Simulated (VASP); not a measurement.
**Geometry relaxation of AlPt (part 2 of 3)**

Continued. System: AlPt (P2₁3, 8 atoms in the cell). Method: Kohn-Sham DFT of a periodic cell, r2SCAN, VASP PAW PBE potentials, recommended, no spin polarisation (VASP 6.6.1); cutoff 600 eV, 8×8×8 k-mesh, methfessel-paxton of 0.1 eV. The structure derives from a Materials Project entry.

Geometry of the input (Å; fractional positions):
```
4.8768  -0.0000  0.0000
0.0000  4.8768  -0.0000
0.0000  -0.0000  4.8768
Al 0.8441  0.8441  0.8441
Al 0.6559  0.1559  0.3441
Al 0.3441  0.6559  0.1559
Al 0.1559  0.3441  0.6559
Pt 0.1550  0.1550  0.1550
Pt 0.3450  0.8450  0.6550
Pt 0.6550  0.3450  0.8450
Pt 0.8450  0.6550  0.3450
```

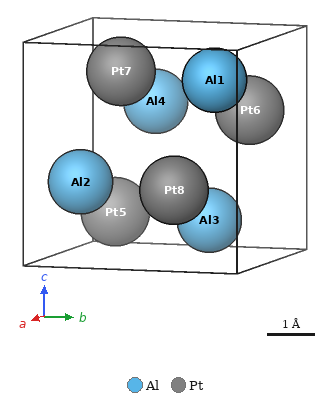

*The starting structure (spheres-only view of the cell of the calculation, seen slightly off an axis; atoms are numbered from 1 in the order of the input). An atom can appear more than once, as a periodic image.*

Parts of OUTCAR, continued:
```
 Following reciprocal coordinates:
            Coordinates               Weight
  0.000000  0.000000  0.000000      1.000000
  0.125000  0.000000  0.000000      6.000000
  0.250000  0.000000  0.000000      6.000000
  0.375000  0.000000  0.000000      6.000000
  0.500000  0.000000  0.000000      3.000000
  0.125000  0.125000  0.000000     12.000000
  0.250000  0.125000  0.000000     12.000000
 -0.125000  0.250000  0.000000     12.000000
  0.375000  0.125000  0.000000     12.000000
 -0.125000  0.375000  0.000000     12.000000
  0.500000  0.125000  0.000000      6.000000
 -0.125000  0.500000  0.000000      6.000000
  0.250000  0.250000  0.000000     12.000000
  0.375000  0.250000  0.000000     12.000000
 -0.250000  0.375000  0.000000     12.000000
  0.500000  0.250000  0.000000      6.000000
 -0.250000  0.500000  0.000000      6.000000
  0.375000  0.375000  0.000000     12.000000
  0.500000  0.375000  0.000000      6.000000
 -0.375000  0.500000  0.000000      6.000000
  0.500000  0.500000  0.000000      3.000000
  0.125000  0.125000  0.125000      8.000000
  0.250000  0.125000  0.125000     24.000000
  0.375000  0.125000  0.125000     24.000000
 [... further k-points ...]
   k-points           NKPTS =     45   k-points in BZ     NKDIM =     45   number of bands    NBANDS=     31
   number of dos      NEDOS =    301   number of ions     NIONS =      8
   total plane-waves  NPLWV =  64000
   dimension x,y,z NGX =    40 NGY =   40 NGZ =   40
   dimension x,y,z NGXF=    80 NGYF=   80 NGZF=   80
   ions per type =               4   4
   NGX,Y,Z   is equivalent  to a cutoff of  13.64, 13.64, 13.64 a.u.
   NGXF,Y,Z  is equivalent  to a cutoff of  27.27, 27.27, 27.27 a.u.
 SYSTEM =  unknown system
   PREC   = accura    normal or accurate (medium, high low for compatibility)
   ISTART =      0    job   : 0-new  1-cont  2-samecut
   ICHARG =      2    charge: 1-file 2-atom 10-const
   ISPIN  =      1    spin polarized calculation?
   LNONCOLLINEAR =      F non collinear calculations
   LSORBIT =      F    spin-orbit coupling
   LASPH  =      T    aspherical Exc in radial PAW
   ENCUT  =  600.0 eV  44.10 Ry    6.64 a.u.   9.74  9.74  9.74*2*pi/ulx,y,z
   NELM   =     80;   NELMIN=  2; NELMDL= -5     # of ELM steps
   EDIFF  = 0.1E-06   stopping-criterion for ELM
   LREAL  =      F    real-space projection
   EDIFFG = -.5E-02   stopping-criterion for IOM
   NSW    =     90    number of steps for IOM
   IBRION =      2    ionic relax: 0-MD 1-quasi-New 2-CG
   NFREE  =      1    steps in history (QN), initial steepest desc. (CG)
   ISIF   =      3    stress and relaxation
   ISYM   =      2    0-nonsym 1-usesym 2-fastsym
   POTIM  = 0.5000    time-step for ionic-motion
   TEBEG  =    0.0;   TEEND  =   0.0 temperature during run
   PSTRESS=    0.0 pullay stress
   NELECT =      52.0000    total number of electrons
   NUPDOWN=      -1.0000    fix difference up-down
   EMIN   =  10.00;   EMAX   =-10.00  energy-range for DOS
   EFERMI =   0.00;   METHOD = LEGACY
   ISMEAR =     1;   SIGMA  =   0.10  broadening in eV -4-tet -1-fermi 0-gaus
   EFERMI_NEDOS =   21; number of points for ismear=-14 and -15
   IALGO  =     38    algorithm
   IMIX   =      4    mixing-type and parameters
     AMIX     =   0.40;   BMIX     =  1.00
     AMIX_MAG =   1.60;   BMIX_MAG =  1.00
  volume/ion in A,a.u.               =      14.50        97.84
  Fermi-wavevector in a.u.,A,eV,Ry     =   1.252966  2.367762 21.360111  1.569924
  Thomas-Fermi vector in A             =   2.386841
   LORBIT       =      0    0 simple, 1 ext, 2 COOP (PROOUT), +10 PAW based schemes
   METAGGA = R2SCAN    functional components
   LHFCALC =     F    Hartree Fock is set to
   AEXX    =    0.0000 exact exchange contribution
   IVDW    =     0    specifies the selected vdW correction
   LEPSILON=     F    determine dielectric tensor
   LRPA    =     F    only Hartree local field effects (RPA)
 conjugate gradient relaxation of ions
 non-spin polarized calculation
 Methfessel and Paxton  Order N= 1 SIGMA  =   0.10
  energy-cutoff  :      600.00
  volume of cell :      115.99
 maximum number of plane-waves:      3912
   NGX = 19   NGY = 19   NGZ = 19

--------------------------------------- Ionic step        1  -------------------------------------------

 number of electron      52.0000008 magnetization

 Free energy of the ion-electron system (eV)
  ---------------------------------------------------
  ext. energy  EPLUGINS =         0.00000000
  ---------------------------------------------------
  free energy    TOTEN  =      -241.91871082 eV

  energy without entropy =     -241.91902236  energy(sigma->0) =     -241.91881467

------------------------ aborting loop because EDIFF is reached ----------------------------------------

  FORCE on cell =-STRESS in cart. coord.  units (eV):
  Direction    XX          YY          ZZ          XY          YZ          ZX
  --------------------------------------------------------------------------------------
  -------------------------------------------------------------------------------------
  Total        0.0492370      0.0492370      0.0492370      0.0000000     -0.0000000      0.0000000
  in kB        0.6801298      0.6801298      0.6801298      0.0000000     -0.0000000      0.0000000
  external PRESSURE =       0.6801298 kB  Pullay stress =       0.0000000 kB

 VOLUME and BASIS-vectors are now :
 -----------------------------------------------------------------------------
  energy-cutoff  :      600.00
  volume of cell :      115.99
      direct lattice vectors                 reciprocal lattice vectors
     4.876819096  0.000000000  0.000000000     0.205051691  0.000000000  0.000000000
     0.000000000  4.876819096  0.000000000     0.000000000  0.205051691  0.000000000
     0.000000000  0.000000000  4.876819096     0.000000000  0.000000000  0.205051691

 POSITION                                       TOTAL-FORCE (eV/Angst)
 -----------------------------------------------------------------------------------
      4.11633      4.11633      4.11633         0.005080      0.005080      0.005080
      3.19890      0.76049      1.67792        -0.005080     -0.005080      0.005080
      1.67792      3.19890      0.76049         0.005080     -0.005080     -0.005080
      0.76049      1.67792      3.19890        -0.005080      0.005080     -0.005080
      0.75613      0.75613      0.75613        -0.002964     -0.002964     -0.002964
      1.68228      4.12069      3.19454         0.002964      0.002964     -0.002964
      3.19454      1.68228      4.12069        -0.002964      0.002964      0.002964
      4.12069      3.19454      1.68228         0.002964     -0.002964      0.002964
 -----------------------------------------------------------------------------------
    total drift:                               -0.000000     -0.000000      0.000000

  FREE ENERGIE OF THE ION-ELECTRON SYSTEM (eV)
  ---------------------------------------------------
  free  energy   TOTEN  =      -241.9187108216 eV

  energy  without entropy=     -241.9190223638  energy(sigma->0) =     -241.91881467

--------------------------------------- Ionic step        2  -------------------------------------------

 number of electron      52.0000008 magnetization

------------------------ aborting loop because EDIFF is reached ----------------------------------------

  FORCE on cell =-STRESS in cart. coord.  units (eV):
  Direction    XX          YY          ZZ          XY          YZ          ZX
  --------------------------------------------------------------------------------------
  -------------------------------------------------------------------------------------
  Total       -0.0839071     -0.0839071     -0.0839071      0.0000000     -0.0000000      0.0000000
  in kB       -1.1580106     -1.1580106     -1.1580106      0.0000000     -0.0000000      0.0000000
  external PRESSURE =      -1.1580106 kB  Pullay stress =       0.0000000 kB

 VOLUME and BASIS-vectors are now :
 -----------------------------------------------------------------------------
  energy-cutoff  :      600.00
  volume of cell :      116.09
      direct lattice vectors                 reciprocal lattice vectors
     4.878267097 -0.000000000  0.000000000     0.204990826  0.000000000  0.000000000
     0.000000000  4.878267097 -0.000000000     0.000000000  0.204990826  0.000000000
     0.000000000 -0.000000000  4.878267097     0.000000000  0.000000000  0.204990826

 POSITION                                       TOTAL-FORCE (eV/Angst)
 -----------------------------------------------------------------------------------
      4.11780      4.11780      4.11780         0.002392      0.002392      0.002392
      3.19961      0.76047      1.67866        -0.002392     -0.002392      0.002392
      1.67866      3.19961      0.76047         0.002392     -0.002392     -0.002392
      0.76047      1.67866      3.19961        -0.002392      0.002392     -0.002392
      0.75621      0.75621      0.75621        -0.002038     -0.002038     -0.002038
      1.68292      4.12206      3.19534         0.002038      0.002038     -0.002038
      3.19534      1.68292      4.12206        -0.002038      0.002038      0.002038
      4.12206      3.19534      1.68292         0.002038     -0.002038      0.002038
 -----------------------------------------------------------------------------------
    total drift:                               -0.000000     -0.000000      0.000000

  FREE ENERGIE OF THE ION-ELECTRON SYSTEM (eV)
  ---------------------------------------------------
  free  energy   TOTEN  =      -241.9186865108 eV

  energy  without entropy=     -241.9189828114  energy(sigma->0) =     -241.91878528

--------------------------------------- Ionic step        3  -------------------------------------------

 number of electron      52.0000008 magnetization

------------------------ aborting loop because EDIFF is reached ----------------------------------------

  FORCE on cell =-STRESS in cart. coord.  units (eV):
  Direction    XX          YY          ZZ          XY          YZ          ZX
  --------------------------------------------------------------------------------------
  -------------------------------------------------------------------------------------
  Total        0.0137559      0.0137559      0.0137559     -0.0000000      0.0000000      0.0000000
  in kB        0.1899700      0.1899700      0.1899700     -0.0000000      0.0000000      0.0000000
  external PRESSURE =       0.1899700 kB  Pullay stress =       0.0000000 kB

 VOLUME and BASIS-vectors are now :
 -----------------------------------------------------------------------------
  energy-cutoff  :      600.00
  volume of cell :      116.02
      direct lattice vectors                 reciprocal lattice vectors
     4.877215575 -0.000000000  0.000000000     0.205035021  0.000000000  0.000000000
     0.000000000  4.877215575 -0.000000000     0.000000000  0.205035021  0.000000000
     0.000000000 -0.000000000  4.877215575     0.000000000  0.000000000  0.205035021

 POSITION                                       TOTAL-FORCE (eV/Angst)
 -----------------------------------------------------------------------------------
      4.11673      4.11673      4.11673         0.004345      0.004345      0.004345
      3.19909      0.76049      1.67812        -0.004345     -0.004345      0.004345
      1.67812      3.19909      0.76049         0.004345     -0.004345     -0.004345
      0.76049      1.67812      3.19909        -0.004345      0.004345     -0.004345
      0.75615      0.75615      0.75615        -0.002685     -0.002685     -0.002685
      1.68246      4.12106      3.19476         0.002685      0.002685     -0.002685
      3.19476      1.68246      4.12106        -0.002685      0.002685      0.002685
      4.12106      3.19476      1.68246         0.002685     -0.002685      0.002685
 -----------------------------------------------------------------------------------
    total drift:                               -0.000000     -0.000000      0.000000

  FREE ENERGIE OF THE ION-ELECTRON SYSTEM (eV)
  ---------------------------------------------------
  free  energy   TOTEN  =      -241.9187172147 eV

  energy  without entropy=     -241.9190243840  energy(sigma->0) =     -241.91881960

--------------------------------------- Ionic step        4  -------------------------------------------

 number of electron      52.0000008 magnetization

------------------------ aborting loop because EDIFF is reached ----------------------------------------

  FORCE on cell =-STRESS in cart. coord.  units (eV):
  Direction    XX          YY          ZZ          XY          YZ          ZX
  --------------------------------------------------------------------------------------
  -------------------------------------------------------------------------------------
  Total       -0.0173505     -0.0173505     -0.0173505     -0.0000000     -0.0000000      0.0000000
  in kB       -0.2395627     -0.2395627     -0.2395627     -0.0000000     -0.0000000      0.0000000
  external PRESSURE =      -0.2395627 kB  Pullay stress =       0.0000000 kB

 VOLUME and BASIS-vectors are now :
```
